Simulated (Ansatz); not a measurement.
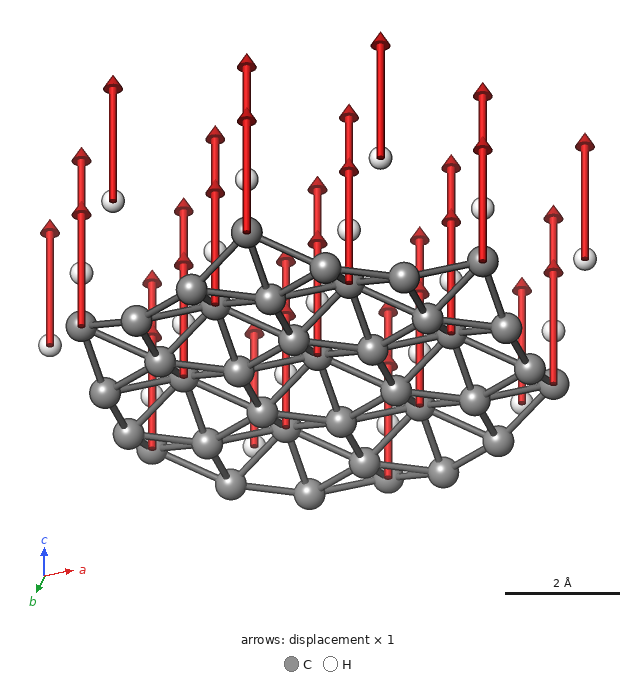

This is a constrained relaxation of a slab of composition HC$_{9}$ (cut from the P6_3/mmc phase). The starting structure is drawn; red arrows show the displacements, at their true length.

The picture is a ball-and-stick view of the atoms within 5.0 Å of the atom that moves most (axes of the 3 × 3 repeat of the cell, outlined in the plane, without the vacuum), seen from a free direction.

Case: CH put at a hollow C-C site. The slab is the (0 0 1) face of C with CH on it. 4 atoms are held fixed.

Theory: Ansatz 0.2.0, DFT PBE+D3(BJ), scalar-relativistic, plane waves, PAW. Settings: plane-wave cutoff 420 eV; k-point mesh 12 × 12 × 1; occupations gaussian; smearing width 0.1 eV; no spin polarisation; dipole correction; atoms relaxed in a fixed cell; force threshold 0.03 eV/Å; at most 70 steps.

**Describe the change and its energy.**

The largest moves, 2.63 Å, are those of C and H atoms. By element the largest moves are H 2.63 Å, C 2.61 Å. The cell doesn't change. Some distances before and after: C–C 1.522 → 3.443 Å, C–H 1.100 → 1.123 Å. Bonds break, among them: C–C (1.52 → 3.44 Å). After 17 accepted moves (18 points after the start) the energy has fallen by 10.022 eV per cell of the calculation. The largest force component goes from 11 to 0.0052 eV/Å. 1 step only repeated the SCF at the same geometry.

Limits of the set-up: the periodic images lie only 2.5 Å apart, so the values are limited by the cell's size.
